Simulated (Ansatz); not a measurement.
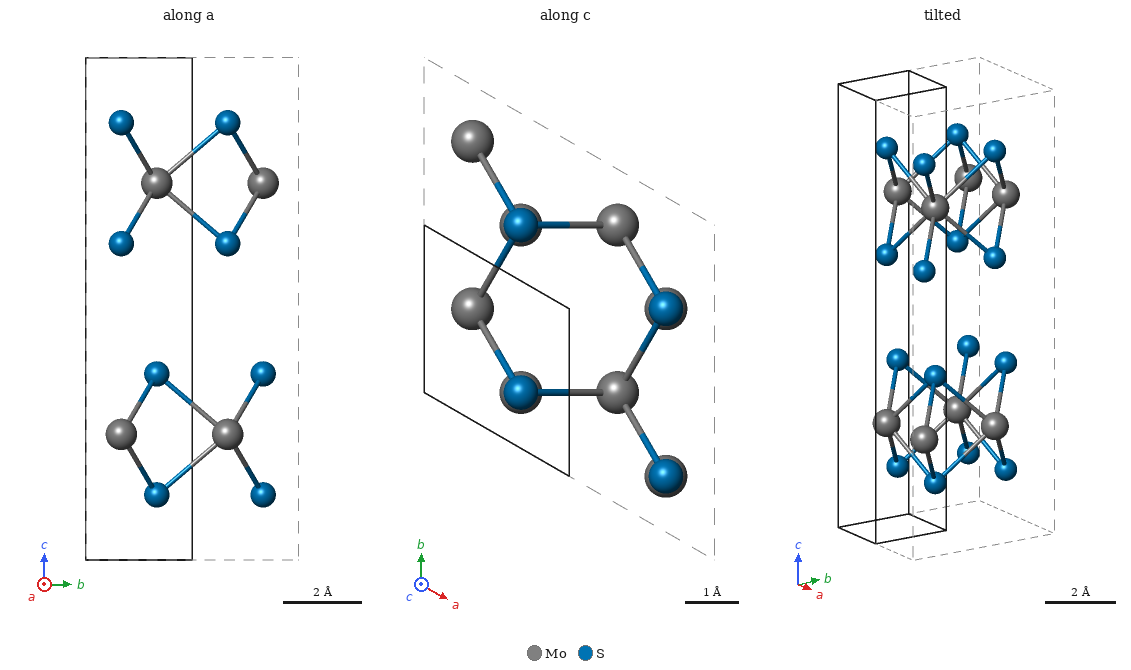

This ball-and-stick model is shown along the a axis, along the c axis and slightly off an axis. The conventional unit cell (solid box) is repeated to 2×2×1 cells.

Summary of the structure:

The material is MoS$_{2}$. The lattice is primitive hexagonal and the space group P6_3/mmc (No. 194). This arrangement goes by the name 2H molybdenite (MoS₂) type. With Z = 2, the cell contains 2 Mo, 4 S. Mo is linked to six S in a trigonal prismatic arrangement at about 2.4 Å. Around each S lie three Mo in a trigonal pyramidal arrangement at about 2.4 Å. Not all metal-metal contacts are counted. The bonds build MoS2 layers parallel to (001).

It goes back to a structure listed in the Materials Project. It was relaxed with DFT PBE, scalar-relativistic, plane waves, PAW (Ansatz 0.2.0) under a constraint or pressure on the cell, so some stress remains.
